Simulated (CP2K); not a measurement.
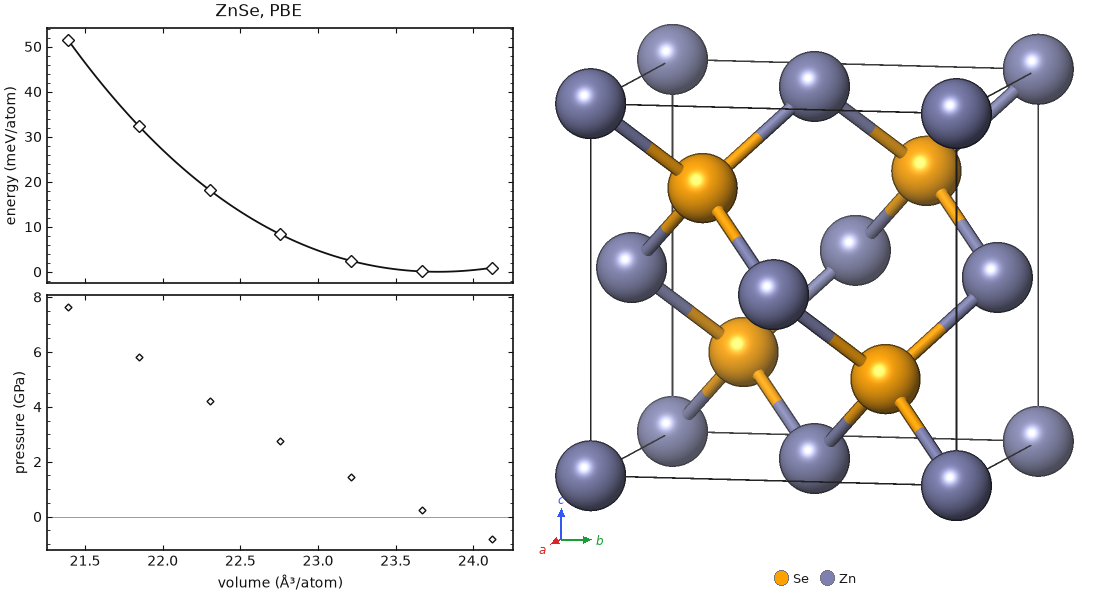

Energy and pressure against volume for ZnSe, space group F-43m (No. 216). The conventional cell is drawn beside the plot.

A third-order Birch–Murnaghan fit gives V0 = 23.77 Å³/atom, B0 = 56.9 GPa and B′ = 4.6. The energy is 51.44 meV/atom at volume 21.39 Å³/atom and 0.89 meV/atom at 24.12 Å³/atom; the lowest computed point is at volume 23.67 Å³/atom (0.08 meV/atom). The pressure falls from 7.64 GPa at volume 21.39 Å³/atom to −0.80 GPa at 24.12 Å³/atom, and changes sign near 23.78 Å³/atom.

Computed with CP2K 2026.2: DFT in Gaussian orbitals with a plane-wave density, no spin polarisation; energies at scaled volumes of the given cell, shape and fractions fixed, counted from the fit's minimum, third-order Birch-Murnaghan fit. Level: PBE.

```
         setting                                                                                                                         value
          k mesh                                                                                                                         8×8×8
     occupations                                                                                                                   Fermi–Dirac
  smearing width                                                                                                                       0.05 eV
      potentials                                                                                                   GTH PBE with UZH TZVP basis
  density cutoff                                                                                                                       6123 eV
program settings  ngrids 4, basis sets Se TZVP-MOLOPT-PBE-GTH-q6, basis sets Zn TZVP-MOLOPT-PBE-GTH-q12, cutoff ry 450 Ry, rel cutoff ry 60 Ry
```

Structure:
```
CELL_PARAMETERS angstrom
4.00760 0.00000 0.00000
2.00380 3.47068 0.00000
2.00380 1.15689 3.27219
ATOMIC_POSITIONS crystal
Se 0.75000 0.75000 0.75000
Zn 0.00000 0.00000 0.00000
```
